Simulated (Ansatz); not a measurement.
# Mo₁₆HS₃₂ (charge +1): single-point calculation (part 1 of 2)

Mo₁₆HS₃₂ (defect cell, 49 atoms in the cell, total charge +1), computed with DFT PBE, scalar-relativistic, plane waves, PAW, spin-polarised (Ansatz 0.2.0).

The structure derives from a Materials Project entry.

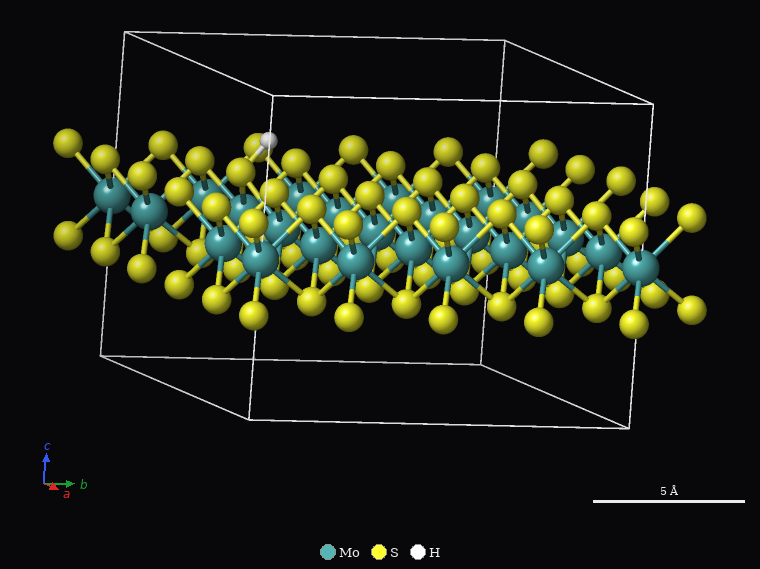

The structure as given in the input (ball-and-stick view of the cell of the calculation, with the vacuum cut short, seen slightly off an axis; bonded neighbours outside the cell are drawn too). An atom can appear more than once, as a periodic image.

The input
```yaml
crystal:
  lattice:
    - [6.368252, 11.030136, 0.0]
    - [12.736504, 0.0, 0.0]
    - [1.592063, 2.757534, -17.3346]
  atoms:
    - { symbol: Mo, position: [0.5002475564, 0.4997027129, -3.4843e-06] }
    - { symbol: Mo, position: [0.7505126952, 0.4990564596, -0.0002527095] }
    - { symbol: Mo, position: [0.7499639572, 0.2493725508, 0.0006088858] }
    - { symbol: Mo, position: [0.0002906021, -0.000717796, 0.0001980225] }
    - { symbol: Mo, position: [0.2508956283, -0.0008079159, 0.0001710901] }
    - { symbol: Mo, position: [0.5031257663, -0.0045942748, -0.0033656792], spin: 0.38 }
    - { symbol: Mo, position: [0.7497895695, -0.0008110872, 0.0001718426] }
    - { symbol: Mo, position: [0.2504174277, 0.7493282662, -0.0001572639] }
    - { symbol: Mo, position: [0.5005396551, 0.7488374242, -0.000977387] }
    - { symbol: Mo, position: [0.7510832356, 0.7488273105, -0.00097664] }
    - { symbol: Mo, position: [2.447e-05, 0.4996847904, -6.2692e-06] }
    - { symbol: Mo, position: [0.2499242759, 0.4998759023, 0.0004717693] }
    - { symbol: Mo, position: [0.00031807, 0.2493696352, 0.0006089412] }
    - { symbol: Mo, position: [0.249224846, 0.2504169474, 0.0026833479] }
    - { symbol: Mo, position: [0.4989831154, 0.2503939296, 0.0026873673] }
    - { symbol: Mo, position: [0.0002971047, 0.7493236196, -0.000158243] }
    - { symbol: S, position: [0.6895992964, 0.4152696475, 0.9099830492] }
    - { symbol: S, position: [0.9400973872, 0.4152669075, 0.909983049] }
    - { symbol: S, position: [0.9392390582, 0.1662239781, 0.9105112588] }
    - { symbol: S, position: [0.1893562585, 0.9164434953, 0.9100765064] }
    - { symbol: S, position: [0.4393449056, 0.9149201337, 0.9082397484] }
    - { symbol: S, position: [0.6915859823, 0.9149113126, 0.9082388381] }
    - { symbol: S, position: [0.9391257155, 0.9164414562, 0.9100770176] }
    - { symbol: S, position: [0.4394485565, 0.6653286966, 0.9094507216] }
    - { symbol: S, position: [0.6900704091, 0.6652513359, 0.9091442455] }
    - { symbol: S, position: [0.9404674369, 0.6653176551, 0.9094506847] }
    - { symbol: S, position: [0.1901626109, 0.4147540894, 0.910862293] }
    - { symbol: S, position: [0.4396188443, 0.4147458643, 0.910872181] }
    - { symbol: S, position: [0.189915733, 0.1666427925, 0.9111521974] }
    - { symbol: S, position: [0.4384219157, 0.1667754368, 0.912665289] }
    - { symbol: S, position: [0.6878280683, 0.1666380643, 0.9111515034] }
    - { symbol: S, position: [0.189632925, 0.6657827273, 0.909832922] }
    - { symbol: S, position: [0.8939156243, 0.4165913718, 0.0901878431] }
    - { symbol: S, position: [0.1423681362, 0.4184339793, 0.0908589067], spin: 0.2 }
    - { symbol: S, position: [0.1437106656, 0.1650661298, 0.0910947747] }
    - { symbol: S, position: [0.3960700112, 0.9155198513, 0.0890723081] }
    - { symbol: S, position: [0.6438437844, 0.9155118594, 0.0890733458] }
    - { symbol: S, position: [0.894336028, 0.9157941036, 0.0900692832] }
    - { symbol: S, position: [0.1447962102, 0.9157970317, 0.090070208] }
    - { symbol: S, position: [0.6446266319, 0.6661328263, 0.089151314] }
    - { symbol: S, position: [0.8937471884, 0.6666952589, 0.089791572] }
    - { symbol: S, position: [0.1440221838, 0.6668455568, 0.0901456599] }
    - { symbol: S, position: [0.3937168197, 0.4184433477, 0.0908667699], spin: 0.2 }
    - { symbol: S, position: [0.644355591, 0.4165918967, 0.0901882015] }
    - { symbol: S, position: [0.3864882866, 0.1772245363, 0.0995150553], spin: 0.2 }
    - { symbol: S, position: [0.6456418567, 0.1650610031, 0.091095732] }
    - { symbol: S, position: [0.8944541973, 0.1658512189, 0.0903925167] }
    - { symbol: S, position: [0.3946209466, 0.6667086092, 0.0897926237] }
    - { symbol: H, position: [0.3266414602, 0.2683824883, 0.1567350087], spin: 0.07 }
magnetization:
  spin_polarized: true
total_charge: 1
basis:
  ecutwfc: 420
  fft_grid_basis: typed
kpoints:
  mp_grid: { grid: [1, 1, 1] }
hamiltonian:
  xc: pbe
  pseudopotentials: { kind: paw }
scf:
  occupations: { method: gaussian, width: 0.05 }
output:
  forces: true
  stress: false
  eigenvalues: true
  bader: true
  write_density: true
  volumetric_format: npy
  populations: true
```

Run as:
```bash
ansatz run input.yaml --threads 4 --pin off --max-ram 10240MiB --backend cpu --events-out ev --progress --plain --runs-dir out
```

Output
```
Engine: ansatz 0.2.0, aarch64-unknown-linux-gnu
Pseudopotentials: kind: paw
Pseudopotential: Mo, paw, valence charge 14, recommended cutoff 420 eV (normal), Mo.paw.azcp
Pseudopotential: S, paw, valence charge 6, recommended cutoff 420 eV (normal), S.paw.azcp
Pseudopotential: H, paw, valence charge 1, recommended cutoff 420 eV (normal), H.paw.azcp
Functional definition: PBE
  parameter kappa = 0.804
  parameter beta = 0.06672455060314922
  exchange = pbe_x(kappa = kappa, mu = beta*pi^2/3)
  correlation = pbe_c(beta = beta)
Crystal: 49 atoms, lattice volume = 2435.258 Å³
Basis set: ecut = 420 eV, 47663 PW (Γ), exchange–correlation on 180×180×240 points (8 copies of the dense FFT grid, shifted against one another)
Bands: 258, of which v1, the nominal top of the filled ones, is band 208 counted from 1 (207 counted from 0)
Symmetry: 1 space group operations
Space group: P1 (ITA 1), of the structure as read, at distance tolerance 1.3e-4 Å
Magnetic group: BNS 1.1 (UNI 1), of the structure as read, at distance tolerance 1.3e-4 Å
k-points: 1
Non-local potential: Mo, projectors of the file, l = 0: 3, l = 1: 2, l = 2: 2, l = 3: 1
Non-local potential: S, projectors of the file, l = 0: 2, l = 1: 2, l = 2: 2
Non-local potential: H, projectors of the file, l = 0: 2, l = 1: 1
PAW form: soft (Blöchl's): semilocal exchange-correlation on the pseudo side does not see the compensation charge
PAW one-centre angular grid: Mo, 590 points (default); XC on 64 Gauss nodes
PAW one-centre angular grid: S, 110 points (default); XC on 64 Gauss nodes
PAW one-centre angular grid: H, 110 points (default); XC on 64 Gauss nodes
Initial density: superposition of atomic densities (neutral atoms scaled as one to the charged cell's electrons: chi_scale 0, normalization atom)
Starting moments: Σ|m| = 1.05 μB on 5 of 49 sites
Initial wavefunctions: pseudopotential atomic-orbital guess
Functional: x = pbe(κ = 0.804, μ = 0.2195149727645171), c = pbe(β = 0.06672455060314922)
SCF iter   1: F=—  HF=-108237.994078 eV  |F-HF|=—  |Δ(HF+E_count)|=         —  Δρ=2.38e-2 (↑2.38e-2 ↓2.36e-2)  dr2=7.72e1  dr2_m=4.42e-2  M=0.000 μB ∫|m|=0.188 μB  β_m=0.30  ethr=3.10e-3  ⟨swp⟩=7.0  Hψ=2453  notcnv=0
Mixer restart at iter 1: flushing history
preconditioner: auto → Resta (q_TF=auto, 2.032 Å⁻¹)  ε∞=3.3  [insulator: Δε(μ)=0.744 eV  Ē_g=8.398 eV  σ=0.050 eV  W_gap=1.00  n_scr=342 (ndim 8)  ℏωp=12.8 eV  f_vac=0.605  D(μ)=0.00/eV (n_scr^D=0)  ε∞_Penn≈3.3  vacuum switching on, ρ_ref=5.1e-3 e/Å³]
spin=Collinear: Resta preconditioning applied to the charge; magnetization (m = ρ↑ − ρ↓) channel mixes plain (no charge-response kernel on spin).
SCF iter   2: F=—  HF=-108223.708803 eV  |F-HF|=—  |Δ(HF+E_count)|=    1.43e1  Δρ=1.02e-2 (↑1.02e-2 ↓9.99e-3)  dr2=1.46e1  dr2_m=2.32e-2  M=0.000 μB ∫|m|=0.149 μB  β_m=0.35  ethr=3.10e-3  ⟨swp⟩=3.0  Hψ=988  notcnv=0  defer=92
SCF iter   3: F=—  HF=-108221.157694 eV  |F-HF|=—  |Δ(HF+E_count)|=    2.55e0  Δρ=6.30e-3 (↑6.24e-3 ↓6.30e-3)  dr2=4.19e0  dr2_m=1.01e-2  M=0.000 μB ∫|m|=0.117 μB  β_m=0.54  ethr=3.10e-3  ⟨swp⟩=3.0  Hψ=689  notcnv=0  defer=92
SCF iter   4: F=—  HF=-108220.569961 eV  |F-HF|=—  |Δ(HF+E_count)|=   5.88e-1  Δρ=2.02e-3 (↑2.02e-3 ↓1.98e-3)  dr2=6.18e-1  dr2_m=7.18e-4  M=0.000 μB ∫|m|=0.048 μB  β_m=0.56  ethr=1.01e-3  ⟨swp⟩=3.0  Hψ=832  notcnv=0  defer=92
SCF iter   5: F=—  HF=-108220.577734 eV  |F-HF|=—  |Δ(HF+E_count)|=   7.77e-3  Δρ=1.47e-3 (↑1.47e-3 ↓1.42e-3)  dr2=5.91e-1  dr2_m=1.34e-4  M=0.000 μB ∫|m|=0.068 μB  β_m=0.49  ethr=1.49e-4  ⟨swp⟩=5.0  Hψ=868  notcnv=0  defer=93
SCF iter   6: F=—  HF=-108220.525646 eV  |F-HF|=—  |Δ(HF+E_count)|=   5.21e-2  Δρ=4.86e-4 (↑4.54e-4 ↓4.86e-4)  dr2=6.52e-2  dr2_m=5.09e-5  M=0.000 μB ∫|m|=0.027 μB  β_m=0.47  ethr=1.42e-4  ⟨swp⟩=6.0  Hψ=688  notcnv=0  defer=90
SCF iter   7: F=—  HF=-108220.521096 eV  |F-HF|=—  |Δ(HF+E_count)|=   4.55e-3  Δρ=1.90e-4 (↑1.90e-4 ↓1.88e-4)  dr2=6.89e-3  dr2_m=1.28e-5  M=0.000 μB ∫|m|=0.015 μB  β_m=0.62  ethr=1.57e-5  ⟨swp⟩=2.5  Hψ=761  notcnv=0  defer=90
SCF iter   8: F=—  HF=-108220.522022 eV  |F-HF|=—  |Δ(HF+E_count)|=   9.26e-4  Δρ=1.35e-4 (↑1.35e-4 ↓1.34e-4)  dr2=7.19e-3  dr2_m=1.90e-6  M=0.000 μB ∫|m|=0.008 μB  β_m=0.54  ethr=1.66e-6  ⟨swp⟩=2.0  Hψ=781  notcnv=0  defer=90
SCF iter   9: F=—  HF=-108220.521733 eV  |F-HF|=—  |Δ(HF+E_count)|=   2.89e-4  Δρ=6.15e-5 (↑6.10e-5 ↓6.15e-5)  dr2=9.88e-4  dr2_m=4.44e-7  M=0.000 μB ∫|m|=0.004 μB  β_m=0.50  ethr=1.66e-6  ⟨swp⟩=2.0  Hψ=697  notcnv=0  defer=90
SCF iter  10: F=—  HF=-108220.521682 eV  |F-HF|=—  |Δ(HF+E_count)|=   5.16e-5  Δρ=4.06e-5 (↑4.00e-5 ↓4.06e-5)  dr2=5.01e-4  dr2_m=1.90e-7  M=0.000 μB ∫|m|=0.002 μB  β_m=0.41  ethr=2.38e-7  ⟨swp⟩=2.0  Hψ=759  notcnv=0  defer=90
SCF iter  11: F=—  HF=-108220.521633 eV  |F-HF|=—  |Δ(HF+E_count)|=   4.85e-5  Δρ=1.67e-5 (↑1.63e-5 ↓1.67e-5)  dr2=3.65e-5  dr2_m=8.76e-8  M=0.000 μB ∫|m|=0.002 μB  β_m=0.41  ethr=1.21e-7  ⟨swp⟩=2.0  Hψ=692  notcnv=0  defer=90
SCF iter  12: F=—  HF=-108220.521618 eV  |F-HF|=—  |Δ(HF+E_count)|=   1.47e-5  Δρ=9.75e-6 (↑9.75e-6 ↓9.48e-6)  dr2=8.18e-6  dr2_m=4.41e-8  M=0.000 μB ∫|m|=0.001 μB  β_m=0.55  ethr=8.78e-9  ⟨swp⟩=4.5  Hψ=827  notcnv=0  defer=89
SCF iter  13: F=—  HF=-108220.521633 eV  |F-HF|=—  |Δ(HF+E_count)|=   1.49e-5  Δρ=5.68e-6 (↑5.48e-6 ↓5.68e-6)  dr2=6.18e-6  dr2_m=1.18e-8  M=0.000 μB ∫|m|=0.001 μB  β_m=0.50  ethr=1.97e-9  ⟨swp⟩=2.0  Hψ=804  notcnv=0  defer=87
SCF iter  14: F=—  HF=-108220.521634 eV  |F-HF|=—  |Δ(HF+E_count)|=   6.66e-7  Δρ=2.78e-6 (↑2.70e-6 ↓2.78e-6)  dr2=1.81e-6  dr2_m=3.21e-9  M=0.000 μB ∫|m|=0.000 μB  β_m=0.44  ethr=1.49e-9  ⟨swp⟩=2.0  Hψ=740  notcnv=0  defer=87
SCF iter  15: F=—  HF=-108220.521634 eV  |F-HF|=—  |Δ(HF+E_count)|=   5.94e-8  Δρ=1.48e-6 (↑1.45e-6 ↓1.48e-6)  dr2=3.67e-7  dr2_m=1.44e-9  M=0.000 μB ∫|m|=0.000 μB  β_m=0.40  ethr=4.35e-10  ⟨swp⟩=2.0  Hψ=674  notcnv=0  defer=87
SCF iter  16: F=—  HF=-108220.521634 eV  |F-HF|=—  |Δ(HF+E_count)|=   3.82e-8  Δρ=7.60e-7 (↑6.62e-7 ↓7.60e-7)  dr2=5.65e-8  dr2_m=5.93e-10  M=0.000 μB ∫|m|=0.000 μB  β_m=0.56  ethr=2.40e-11  ⟨swp⟩=13.5  Hψ=3218  notcnv=0
SCF iter  17: F=-108220.521634 eV  HF=-108220.521634 eV  |F-HF|=5.84e-8  |Δ(HF+E_count)|=   3.04e-8  Δρ=5.01e-7 (↑5.01e-7 ↓4.66e-7)  dr2=7.39e-8  dr2_m=1.72e-10  M=0.000 μB ∫|m|=0.000 μB  ethr=1.36e-11  ⟨swp⟩=3.0  Hψ=1164  notcnv=0
SCF 1 converged in 17 iterations: F = -108220.521634 eV  dr2 = 7.39e-8
  greatest PAW one-centre occupation: 0.998 electrons in one spin orbital (limit 2), on the Mo atom at site 8 (counted from 0), in its partial waves of l = 0
```

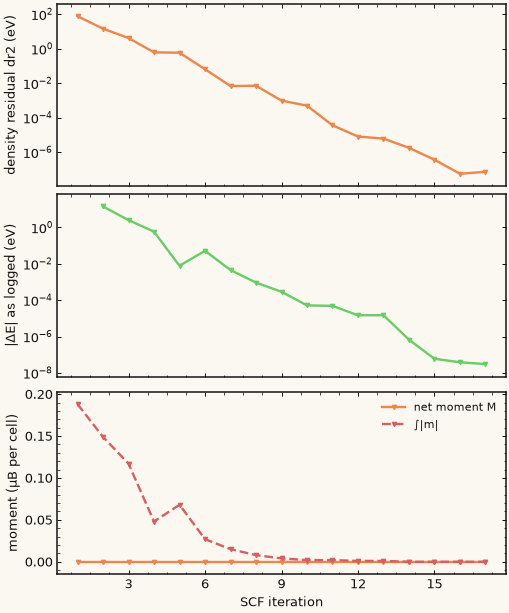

Convergence of the self-consistent field: density residual dr2, size of the energy change and magnetic moment against the SCF iteration. The residual falls almost steadily, with no more than small rises. The net moment stays at 0.0 μB per cell, and ∫|m| falls to zero.

```
iteration 17: the least curvature of the free energy that was read at this close is 0.513 (0.621 in the run's own bands): not negative
WARN: the starting moments were not kept: the SCF closed with an absolute magnetisation of 9.7e-5 μB, where they sum to 1.05 μB in size (5 sites). That is at most 0.1 of that sum. Measured as dr2_m measures the in/out step, that magnetisation stands 1.3e-10 eV from none, at or under the dr2_threshold of 1.0e-7 eV: it is no larger than a step whose dr2_m would equal this threshold. The system may hold no moment; this SCF shows only that its start led to no more than that. To try another start: raise the starting moments (crystal.atoms[].spin, magnetization.per_species, magnetization.initial_magnetization, or on a non-collinear deck that types none of these the spinor_matrix: blocks that start its atoms; where the total moment is fixed, keep their sum and leave initial_magnetization as it is; typed ones take the place of any that the run laid by itself, positive ones on a crystal's lanthanoids without a Hubbard term where scf.initial_density.shell_occupations: [] is typed) or, if the notice of its spin-set hold's release reads "site moments contracting" or "site moments show no strong build", lengthen the hold (scf.mixing.spin_hold: { on: { confirm: 4 } }; for m-r²SCAN on two components see the key's manual first). Each may lead to a state that holds a moment. A second SCF, from the converged charge density, with the starting moments and any scf.initial_density.shell_occupations laid on it anew, would have followed, and was not run: the deck does not ask for one (magnetization.retry_lost_moments is false, the default). To let it run, set magnetization.retry_lost_moments: true and run the deck again, where that key's refused combinations let it; where memory then withholds it, that run's warning says so.
SCF converged after 17 iterations
Magnetization: 0.0000 μB (208.0000 up, 208.0000 down)
Absolute magnetization: 0.0001 μB (∫|ρ↑−ρ↓|, with the PAW one-centre terms)
Spin contamination: 0.0000 ħ² per cell (⟨S²⟩ above its minimum at these occupations)
Per-site moments (μB) at R_I (Å): [(1.3880743925102587e-6, 0.9931515253774535), (4.64934182020082e-6, 0.9932616059817133), (8.438707789338158e-7, 0.9940694434381167), (4.671796918953637e-6, 0.9940960529211067), (-2.423284496625426e-6, 0.9920803659262067), (9.056158631589148e-6, 0.98410924018267), (-2.482988999727861e-6, 0.9920738981780035), (2.002733446273001e-6, 0.9944476516424621), (-3.5327676166244692e-6, 0.9936370475403637), (-3.5099196094911715e-6, 0.993631997121177), (1.4234438284989528e-6, 0.9930845677443592), (2.5904161481902486e-6, 0.9941336091020255), (7.971720805594691e-7, 0.9940623448100815), (-2.3456978791406404e-6, 0.990937893927084), (-2.3911204339172102e-6, 0.9910690392479756), (2.0594839747854973e-6, 0.9944465592591795), (-9.400776104813648e-7, 0.9948299066695564), (-9.444721453044371e-7, 0.994830769673419), (-9.664585469343908e-7, 0.9940960529211067), (-6.559902858674394e-7, 0.9946972829956435), (-5.798708241601163e-7, 0.98624683615743), (-5.726409281751038e-7, 0.9862371060811317), (-6.552375794753786e-7, 0.9946970032116308), (-2.673898513897132e-7, 0.99352651998251), (8.872517874811338e-8, 0.9953897115923129), (-2.8040735448594893e-7, 0.9935374830972679), (-4.6802855630291713e-7, 0.9947405976309476), (-4.591936117181543e-7, 0.9947483284578656), (2.9443397568285625e-7, 0.9928012147512383), (-2.953823544042861e-7, 0.98410924018267), (3.006709388668647e-7, 0.9928024275723856), (-8.756472206395007e-7, 0.9949240198325304), (-7.78604573424817e-7, 0.9943721619593242), (-3.129676456538026e-7, 0.990937893927084), (4.1025007703096654e-7, 0.9946054320114147), (-4.5626678453509695e-7, 0.9920803659262067), (-4.5540347923954106e-7, 0.9920738981780035), (-5.126038887659757e-7, 0.9949619416207136), (-5.124330311284451e-7, 0.9949557425701626), (2.644325600067924e-7, 0.9932616059817133), (-2.2212666559862536e-7, 0.993631997121177), (-7.475386631325535e-7, 0.9941336091020255), (-3.0471727060036927e-7, 0.9910690392479756), (-7.80056623720418e-7, 0.9943681986931917), (7.582381118869381e-8, 0.5826093961450012), (4.1568766476901527e-7, 0.9946031558623422), (-7.456247774448652e-7, 0.9945235215278097), (-2.0995595222446253e-7, 0.9936370475403637), (-1.4196666216369556e-7, 0.5826093961450012)]
Free energy (F): -108220.521634 eV
Harris-Foulkes:  -108220.521634 eV  (|F-HF|=5.84e-8)
Internal energy: -108220.521634 eV  (E = F + TS)
E sigma→0 (E₀):  -108220.521634 eV
Fermi energy:    -0.403622 eV
--- Per-component energies (eV) ---
  E_band       = -7092.597581
  E_kinetic    = 10479.196602
  E_local      = -208411.441666  (includes V_loc(G=0)·N_el)
  E_nonlocal   = 3186.197681
  E_hartree    = 98287.649111
  E_xc         = -6048.527886
  E_vxc        = -6469.406505  (∫ρ·V_xc dr)
  E_paw        = -70423.456000  (= ΣΔE_a)
  E_vpaw       = -2452.426865  (= ΣTr[D̂ρ^β])
  E_aug_tail   = -0.000413  (compensation charges beyond the density's cutoff)
  E_ewald      = 64709.860938
  E_smearing   = -0.000000  (= −TS)
  E_closure    = 0.000000  (closes the sum)
  E_deformation_potential = 6.011946  (in the stress; not in F)
  Σ components = -108220.521634   (vs F -108220.521634, Δ=0.00e0)
```
